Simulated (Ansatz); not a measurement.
# What a change does: geometry relaxation on AlN

System: AlN (F-43m, 2 atoms in the cell).
Method of the first run: Kohn-Sham DFT of a periodic cell, RPBE with D4, all-electron LAPW, scalar-relativistic, no spin polarisation (Ansatz 0.2.0).

The structure derives from a Materials Project entry. Text and figures count atoms from 1; the logs count them from 0 in places.

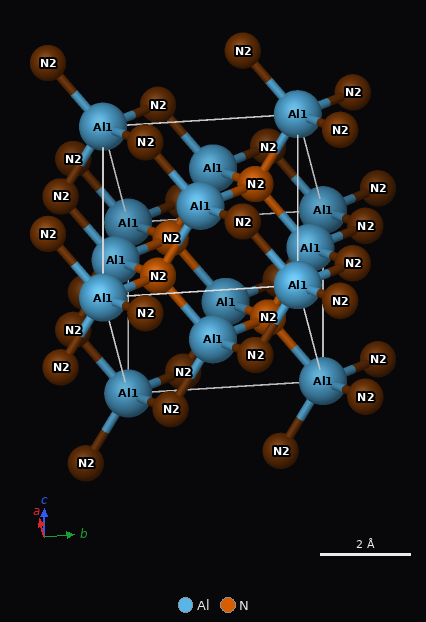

The input geometry (ball-and-stick view of the cell 4 times as large as that of the calculation, set on its symmetry axes, seen at an oblique angle; neighbours outside the cell are drawn fainter; atoms are numbered from 1 in the order of the input). Near neighbours in the crystal (not all of them lie inside the picture): Al has 4 N at 1.89 Å; N has 4 Al at 1.89 Å.

## The input, the first run
```yaml
crystal:
  lattice:
    - [0.0, 2.1839935596, 2.1839935596]
    - [2.1839935596, 0.0, 2.1839935596]
    - [2.1839935596, 2.1839935596, 0.0]
  atoms:
    - { symbol: Al, position: [0.0, 0.0, 0.0] }
    - { symbol: "N", position: [0.25, 0.25, 0.25] }
kpoints:
  mp_grid: { grid: [10, 10, 10] }
scf:
  occupations: { method: fermi_dirac, width: 0.05 }
hamiltonian:
  xc: rpbe
  dispersion: d4
  pseudopotentials: { kind: all_electron, lapw: { basis_error: 0.001 } }
output:
  forces: true
  stress: true
relax:
  f_tol: 0.005
  max_steps: 60
  cell: {}
```

Command:
```bash
ansatz run input.yaml --threads 1 --pin off --max-ram 3072MiB --backend cpu --events-out ev --progress --plain --runs-dir out
```

Hardware: 1 thread of AMD EPYC (Zen 5), 16 GiB of memory available, shared host.

## Output, shortened to warnings, some set-up lines, iterations and results (the first run)
```
Basis set: ecut = 403.2601948631978 eV, 387 PW (Γ), exchange–correlation at level 2
Symmetry: 24 space group operations
k-points: 47 of 1000 (time reversal used)
Initial density: superposition of atomic densities (chi_scale 0.1, normalization cell, long waves kept (reshape's long-wave potential 0.00 eV rms))
[...]
SCF iter   1: F=—  HF=-8108.341553 eV  |F-HF|=—  |Δ(HF+E_count)|=         —  Δρ=1.53e-1  dr2=5.87e0  ethr=3.26e-2  ⟨swp⟩=2.0  Hψ=4123  notcnv=0
SCF iter   2: F=—  HF=-8106.303792 eV  |F-HF|=—  |Δ(HF+E_count)|=    2.04e0  Δρ=4.75e-2  dr2=2.99e-1  ethr=1.66e-3  ⟨swp⟩=2.0  Hψ=3289  notcnv=0
SCF iter   3: F=—  HF=-8106.005528 eV  |F-HF|=—  |Δ(HF+E_count)|=   2.98e-1  Δρ=1.75e-2  dr2=5.09e-2  ethr=1.66e-3  ⟨swp⟩=3.0  Hψ=1992  notcnv=0
SCF iter   4: F=—  HF=-8106.012827 eV  |F-HF|=—  |Δ(HF+E_count)|=         —  Δρ=5.34e-4  dr2=4.05e-5  ethr=2.83e-4  ⟨swp⟩=2.0  Hψ=1833  notcnv=0
SCF iter   5: F=—  HF=-8106.012612 eV  |F-HF|=—  |Δ(HF+E_count)|=   2.14e-4  Δρ=2.49e-4  dr2=9.96e-6  ethr=2.25e-7  ⟨swp⟩=3.0  Hψ=1826  notcnv=0
[... 15 lines ...]
relax step   3: F+E_penalty+E_count = -8106.01469307 eV  Δ(F+E_penalty+E_count) = -5.681e-4 eV  max|allowed force component| = 6.245e-17 eV/Å  Δτ_max = 0.0000 Å  P = +0.027 …
SCF iter   1: F=—  HF=-8106.014693 eV  |F-HF|=—  |Δ(HF+E_count)|=         —  Δρ=1.34e-5  dr2=2.87e-8  ethr=1.59e-10  ⟨swp⟩=4.2  Hψ=3012  notcnv=0
SCF iter   2: F=-8106.014693 eV  HF=-8106.014693 eV  |F-HF|=1.27e-8  |Δ(HF+E_count)|=   2.70e-7  Δρ=7.29e-6  dr2=8.05e-9  ethr=1.59e-10  ⟨swp⟩=2.8  Hψ=1691  notcnv=0
SCF 4 converged in 2 iterations: F = -8106.014693 eV  dr2 = 8.05e-9
relax step   4: F+E_penalty+E_count = -8106.01469349 eV  Δ(F+E_penalty+E_count) = -4.177e-7 eV  max|allowed force component| = 7.517e-17 eV/Å  Δτ_max = 0.0000 Å  P = +0.026 …
basis re-selected at this cell: Δ(F+E_penalty+E_count) = -4.177e-7 eV, ΔP = -0.000 GPa vs the last step (what re-selecting the basis moved, after the strain that the cell walked since its last selection, with what the two solves' SCF thresholds leave and, on support functions, any second-order …
SCF converged after 2 iterations
Free energy (F): -8106.014693 eV
Harris-Foulkes:  -8106.014693 eV  (|F-HF|=1.27e-8)
Internal energy: -8106.014693 eV  (E = F + TS)
E sigma→0 (E₀):  -8106.014693 eV
Fermi energy:    10.507335 eV
--- Per-component energies (eV) ---
  E_band       = -1202.305553
  E_kinetic    = 8118.588721
  E_xc         = -702.355672
  E_electrostatic = -15520.943289  (all electrons and nuclei)
  E_disp       = -1.304454  (pairwise vdW)
  E_smearing   = -0.000000  (= −TS)
  E_closure    = 0.000000  (closes the sum)
  E_atoms      = -8090.654771  (free atoms, spherical and without spin; not in F)
  Σ components = -8106.014693   (vs F -8106.014693, Δ=0.00e0)
  Basis errors (estimates in eV, not in F): energy 4.9e-4 per atom: plane waves 4.5e-4 (2.9e-4 summed), levels above the bands 2.8e-85, relativity 1.9e-8, radial functions 4.6e-5, core shells 1.3e-11; eigenvalues (radial functions only) 1.9e-6; not estimated: angular momenta, meshes, grids; target …
--- Forces (eV/Å), atoms counted from 1 ---
  atom   1  Al    -0.00000000    -0.00000000    -0.00000000
  atom   2  N      0.00000000     0.00000000     0.00000000
  max |Σ_I F_I| component: 6.25e-17 eV/Å
--- Stress (GPa, compression-positive) ---
        0.026460       0.000000       0.000000
        0.000000       0.026460       0.000000
        0.000000       0.000000       0.026460
  P = ⅓ Tr σ = 0.0265 GPa (0.265 kbar)
--- Relaxed structure (3 steps of the walk, 3 accepted, 1 SCFs on fresh bases) ---
  F+E_penalty+E_count = -8106.01469349 eV   max|allowed force component| = 7.517e-17 eV/Å   (the final SCF, on the basis selected at the relaxed cell)
  cell:  # Å, volume = 20.5685 Å³
    - [-1.8629953995274502e-34, 2.17465710350444, 2.17465710350444]
    - [2.17465710350444, 1.4808424970602816e-34, 2.17465710350444]
    - [2.17465710350444, 2.17465710350444, 3.343837896587732e-34]
  atoms:
    - { symbol: Al, position: [1.268791294808543e-35, -7.917028034122092e-35, 6.447296941493191e-35] }
[...]
```

The input of the second run differs as follows (lines with − go, lines with + come):
```diff
-  xc: rpbe
-  dispersion: d4
+  xc: lda
-  f_tol: 0.005
+  f_tol: 0.01
```

How does the second run compare with the first run?

The total energies belong to different models, so their difference says nothing on which is more stable or more accurate. The volume per atom goes from 10.28 to 10.23 Å³. The functional changes from RPBE to LDA. The number of SCF iterations is the same.

## Output, shortened to warnings, some set-up lines, iterations and results (the second run)
```
Basis set: ecut = 404.1757890571417 eV, 387 PW (Γ), exchange–correlation at level 2
Symmetry: 24 space group operations
k-points: 47 of 1000 (time reversal used)
Initial density: superposition of atomic densities (chi_scale 0.1, normalization cell, long waves kept (reshape's long-wave potential 0.00 eV rms))
[...]
SCF iter   1: F=—  HF=-8068.569827 eV  |F-HF|=—  |Δ(HF+E_count)|=         —  Δρ=1.54e-1  dr2=5.93e0  ethr=3.30e-2  ⟨swp⟩=2.0  Hψ=4127  notcnv=0
SCF iter   2: F=—  HF=-8066.495025 eV  |F-HF|=—  |Δ(HF+E_count)|=    2.07e0  Δρ=5.30e-2  dr2=4.05e-1  ethr=2.25e-3  ⟨swp⟩=2.0  Hψ=3307  notcnv=0
SCF iter   3: F=—  HF=-8066.093573 eV  |F-HF|=—  |Δ(HF+E_count)|=   4.01e-1  Δρ=1.74e-2  dr2=5.11e-2  ethr=2.25e-3  ⟨swp⟩=3.0  Hψ=1991  notcnv=0
SCF iter   4: F=—  HF=-8066.075809 eV  |F-HF|=—  |Δ(HF+E_count)|=         —  Δρ=9.90e-4  dr2=2.33e-4  ethr=2.84e-4  ⟨swp⟩=2.0  Hψ=1829  notcnv=0
SCF iter   5: F=—  HF=-8066.075542 eV  |F-HF|=—  |Δ(HF+E_count)|=   2.67e-4  Δρ=3.65e-4  dr2=3.46e-5  ethr=1.29e-6  ⟨swp⟩=2.0  Hψ=1645  notcnv=0
[... 15 lines ...]
relax step   3: F+E_penalty+E_count = -8066.07965585 eV  Δ(F+E_penalty+E_count) = -1.062e-3 eV  max|allowed force component| = 7.748e-17 eV/Å  Δτ_max = 0.0000 Å  P = +0.049 …
SCF iter   1: F=—  HF=-8066.079656 eV  |F-HF|=—  |Δ(HF+E_count)|=         —  Δρ=1.42e-5  dr2=2.54e-8  ethr=1.41e-10  ⟨swp⟩=4.1  Hψ=3006  notcnv=0
SCF iter   2: F=-8066.079656 eV  HF=-8066.079656 eV  |F-HF|=1.42e-9  |Δ(HF+E_count)|=   2.58e-9  Δρ=7.12e-6  dr2=5.96e-9  ethr=1.41e-10  ⟨swp⟩=2.0  Hψ=1645  notcnv=0
SCF 4 converged in 2 iterations: F = -8066.079656 eV  dr2 = 5.96e-9
relax step   4: F+E_penalty+E_count = -8066.07965591 eV  Δ(F+E_penalty+E_count) = -5.987e-8 eV  max|allowed force component| = 6.014e-17 eV/Å  Δτ_max = 0.0000 Å  P = +0.049 …
basis re-selected at this cell: Δ(F+E_penalty+E_count) = -5.987e-8 eV, ΔP = -0.000 GPa vs the last step (what re-selecting the basis moved, after the strain that the cell walked since its last selection, with what the two solves' SCF thresholds leave and, on support functions, any second-order …
SCF converged after 2 iterations
Free energy (F): -8066.079656 eV
Harris-Foulkes:  -8066.079656 eV  (|F-HF|=1.42e-9)
Internal energy: -8066.079656 eV  (E = F + TS)
E sigma→0 (E₀):  -8066.079656 eV
Fermi energy:    10.102645 eV
--- Per-component energies (eV) ---
  E_band       = -1196.989593
  E_kinetic    = 8065.767315
  E_xc         = -661.596794
  E_electrostatic = -15470.250177  (all electrons and nuclei)
  E_smearing   = -0.000000  (= −TS)
  E_closure    = 0.000000  (closes the sum)
  E_atoms      = -8049.684938  (free atoms, spherical and without spin; not in F)
  Σ components = -8066.079656   (vs F -8066.079656, Δ=0.00e0)
  Basis errors (estimates in eV, not in F): energy 4.6e-4 per atom: plane waves 4.4e-4 (2.7e-4 summed), levels above the bands 6.6e-84, relativity 1.0e-8, radial functions 2.1e-5, core shells 1.5e-11; eigenvalues (radial functions only) 1.8e-6; not estimated: angular momenta, meshes, grids; target …
--- Forces (eV/Å), atoms counted from 1 ---
  atom   1  Al     0.00000000    -0.00000000     0.00000000
  atom   2  N     -0.00000000     0.00000000    -0.00000000
  max |Σ_I F_I| component: 6.48e-17 eV/Å
--- Stress (GPa, compression-positive) ---
        0.048977      -0.000000       0.000000
       -0.000000       0.048977      -0.000000
        0.000000      -0.000000       0.048977
  P = ⅓ Tr σ = 0.0490 GPa (0.490 kbar)
--- Relaxed structure (3 steps of the walk, 3 accepted, 1 SCFs on fresh bases) ---
  F+E_penalty+E_count = -8066.07965591 eV   max|allowed force component| = 6.014e-17 eV/Å   (the final SCF, on the basis selected at the relaxed cell)
  cell:  # Å, volume = 20.4652 Å³
    - [-1.146458707401508e-34, 2.171011804133336, 2.171011804133336]
    - [2.171011804133336, -1.9744566627470426e-34, 2.171011804133336]
    - [2.171011804133336, 2.171011804133336, 5.159064183306785e-34]
  atoms:
    - { symbol: Al, position: [-3.387270877543172e-35, 1.481213366790065e-35, 7.337173188983346e-35] }
    - { symbol: N, position: [0.25, 0.25, 0.25] }
```

## The two runs side by side

| quantity | the first run | the second run |
| --- | --- | --- |
| outcome | converged | converged |
| free energy per atom (eV) | −4053.0073 | −4033.0398 |
| pressure (GPa) | 0.03 | 0.05 |
| volume per atom (Å³) | 10.28 | 10.23 |
| largest force (eV/Å) | 0.000 | 0.000 |
| SCF iterations | 17 | 17 |
| irreducible k-points | 47 | 47 |
| wall time (shared host) | 8.2 s | 7.4 s |
